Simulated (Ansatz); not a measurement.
# Si$_{53}$N (cell charge +1, with a compensating background) (cell with a defect): what the fields show

Si$_{53}$N (cell charge +1, with a compensating background) (cell with a defect), 54 atoms, a = 11.51 Å, b = 11.51 Å, c = 11.51 Å, α = 60.00°, β = 60.00°, γ = 60.00°.

Not relaxed (largest force 1.8 eV/Å).

These are results of Ansatz 0.2.0, DFT, PBE, plane-wave PAW, default files, scalar-relativistic, not measurements.

In a PAW calculation such maps are meaningful between the atoms, not at the nuclei.

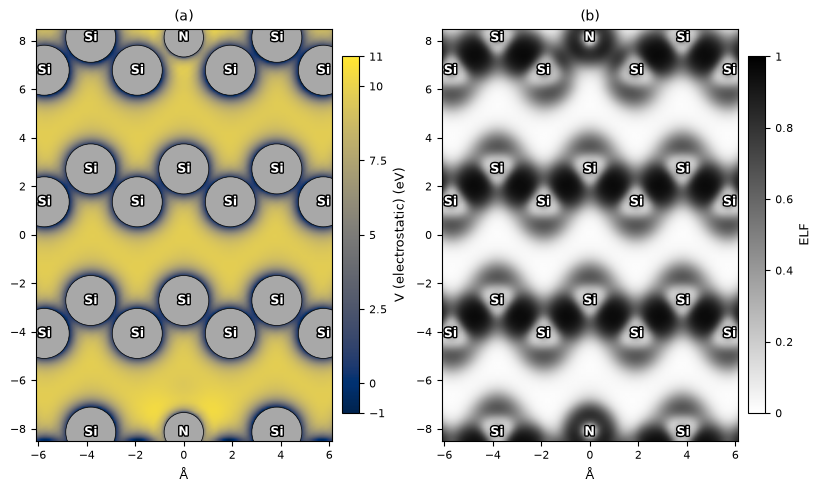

Figure 1. (a) electrostatic potential (local pseudopotential plus Hartree) felt by an electron; (b) electron localisation function on the (11̄0) plane of the calculation cell. Grey discs cover the atomic cores in the potential map.

Question: Interpret the plot.

Answer:
- The plane passes through N and Si nuclei.
- Si–Si (2.35 Å): the ELF peaks at about 0.95 between the atoms (a shared electron pair).
- Si–N (2.35 Å): the ELF peaks at about 0.85 between the atoms.
- Outside the cores the potential energy rises away from the atoms and is highest about 1.4 Å from the nearest atoms; its zero is arbitrary.

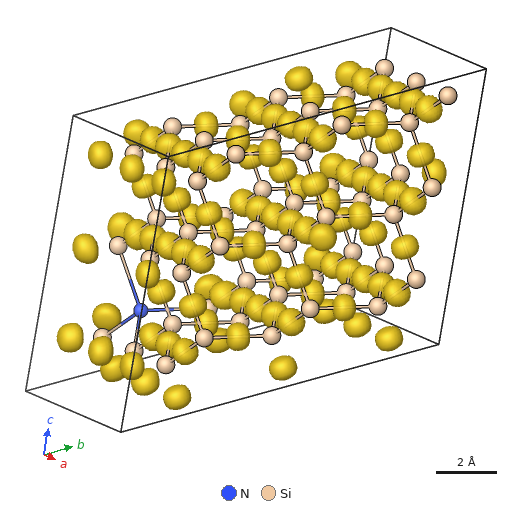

Figure 2. Isosurface of the ELF at 0.9 (yellow), seen slightly off an axis. Only the valence region is drawn (cores and ρ < 0.01 e/Å³ removed). Sticks mark near contacts.

Question: Describe the localisation domains.

Answer: The surface consists of 104 regions between bonded Si–Si atoms (shared pairs), counted in one cell of 54 atoms. Regions shared between cells count once.
